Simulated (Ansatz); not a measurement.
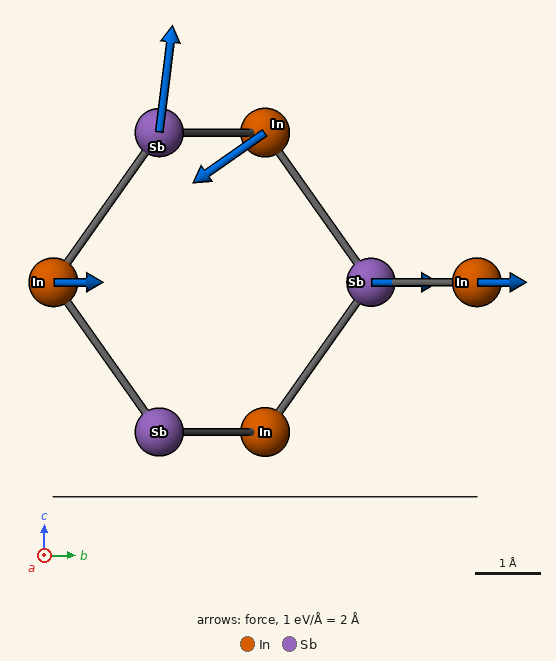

Starting geometry of a slab of composition InSb (cut from the F-43m phase) with the computed forces as blue arrows. The picture is a ball-and-stick view of the cell of the calculation, outlined in the plane, without the vacuum, seen along the a axis.

Case: clean slab, lower planes held. The slab is the (1 1 0) face of InSb. 4 atoms are held fixed.

Theory: Ansatz, DFT PBE+D3(BJ), scalar-relativistic, plane waves, PAW.

The input:
```yaml
crystal:
  lattice:
    - [9.2586444668, 0.0, 0.0]
    - [0.0, 6.5468502871, 0.0]
    - [0.0, 0.0, 20.6293222334]
  atoms:
    - { symbol: In, position: [0.25, 0.5, 0.3877975199] }
    - { symbol: In, position: [0.75, 0.5, 0.3877975199] }
    - { symbol: Sb, position: [0.5, 0.25, 0.3877975199] }
    - { symbol: Sb, position: [0.0, 0.25, 0.3877975199] }
    - { symbol: In, position: [0.5, 0.0, 0.5] }
    - { symbol: In, position: [0.0, 0.0, 0.5] }
    - { symbol: Sb, position: [0.75, 0.75, 0.5] }
    - { symbol: Sb, position: [0.25, 0.75, 0.5] }
    - { symbol: In, position: [0.75, 0.5, 0.6122024801] }
    - { symbol: In, position: [0.25, 0.5, 0.6122024801] }
    - { symbol: Sb, position: [0.0, 0.25, 0.6122024801] }
    - { symbol: Sb, position: [0.5, 0.25, 0.6122024801] }
basis:
  ecutwfc: 420
kpoints:
  mp_grid: { grid: [2, 3, 1] }
hamiltonian:
  xc: pbe
  dispersion: d3bj
scf:
  occupations: { method: gaussian, width: 0.1 }
output:
  forces: true
  eigenvalues: true
  write_density: true
  write_potential: true
  elf: true
  volumetric_format: npy
relax:
  adjacent_minimum: "off"
  f_tol: 0.03
  max_steps: 70
  constraints: [{ sites: [0, 1, 2, 3] }]
efield:
  axis: 3
  dipole_correction: true
  ramp_width: 0.04
```

Launched with:
```bash
ansatz run input.yaml --threads 4 --pin off --max-ram 10240MiB --backend cpu --events-out ev --progress --plain --runs-dir out
```

> What follows when this structure is relaxed?

It isn't relaxed: the largest force vector, on Sb atoms, is 0.84 eV/Å. The final displacements follow the starting forces only in part (cosine between the two patterns 0.74). After 6 geometry steps the energy has fallen by 1.545 eV per cell of the calculation. Largest force component: 0.84 eV/Å at the start, 0.018 eV/Å at the end. The largest moves, 0.63 Å, are those of In9 and In10. In10 goes along the normal (−c). By element the largest moves are In 0.63 Å, Sb 0.53 Å. The cell doesn't change. Among the contacts that change: In1–Sb8 2.835 → 2.932 Å, In5–Sb7 2.835 → 2.903 Å, Sb7–In9 2.835 → 2.867 Å, Sb3–In5 2.835 → 2.864 Å. Among the angles between lasting bonds that change: In5–Sb12–In9 109.5° → 85.7°, In1–Sb8–In10 109.5° → 87.3°, Sb3–In5–Sb7 109.5° → 93.1°. Cost: 99 s on 4 threads of AMD EPYC 7R43 64-Core Processor (Zen 3), on a shared host, peak memory 2.3 GiB.
